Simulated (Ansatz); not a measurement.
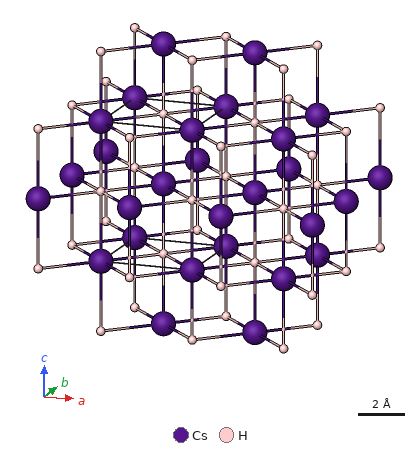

Starting structure of a crystal of CsH (set up in I4/mmm). The picture is a ball-and-stick view of the cell of the calculation, repeated 2 × 1 × 1 with one cell outlined, seen slightly off an axis.

Case: uniaxial strain along c of +4.0 %; a, b and atoms relaxed.

The calculation used DFT LDA, scalar-relativistic, plane waves, PAW (Ansatz 0.2.0).

Input
```yaml
crystal:
  lattice:
    - [3.0206070487, 3.0206070487, 0.0]
    - [-3.0206070487, 3.0206070487, 0.0]
    - [0.0, 0.0, 6.3463259205]
  atoms:
    - { symbol: Cs, position: [0.0, 0.0, 0.0] }
    - { symbol: Cs, position: [0.5, 0.5, 0.5] }
    - { symbol: H, position: [0.5, 0.5, 0.0] }
    - { symbol: H, position: [0.0, 0.0, 0.5] }
basis:
  ecutwfc: 420
kpoints:
  mp_grid: { grid: [6, 6, 6] }
hamiltonian:
  xc: lda
scf:
  occupations: { method: gaussian, width: 0.02 }
output:
  forces: true
  stress: true
  eigenvalues: true
relax:
  adjacent_minimum: "off"
  f_tol: 0.008
  max_steps: 40
  cell: { stress_tol: 0.015, fix: [c, angles] }
```

Launched with:
```bash
ansatz run input.yaml --threads 1 --pin off --max-ram 2560MiB --backend cpu --events-out ev --progress --plain --runs-dir out
```

Where does the relaxation end?

No atom moves by more than 0.005 Å relative to the cell. Cell: a = b 4.272 → 4.304 Å (+0.8 %), c unchanged at 6.346 Å. Volume +1.5 %. Near-neighbour distances that change, for instance: Cs1–H3 3.021 → 3.043 Å. The space group stays I4/mmm (No. 139). After 2 accepted moves (3 points after the start) the energy has fallen by 0.4 meV per atom. All forces vanish by symmetry, so only the cell relaxes. Pressure: −0.17 GPa at the start and −0.36 GPa at the end. The SCF was repeated once at an unchanged geometry on a basis and grid sized afresh for the cell, which shifted the energy by 0.1 meV per atom at most. Cost: 15 s on 1 thread of Arm Neoverse V1, with other jobs on the host, peak memory 0.35 GiB.

Step by step:

```tsv
step	E − E(0), meV/atom	pressure, GPa	volume, Å³/atom	note
0	0.00	-0.17	28.952	
1	-0.29	-0.30	29.246	
2	-0.31	-0.36	29.391	
3	-0.38	-0.36	29.391	same geometry, new basis
```
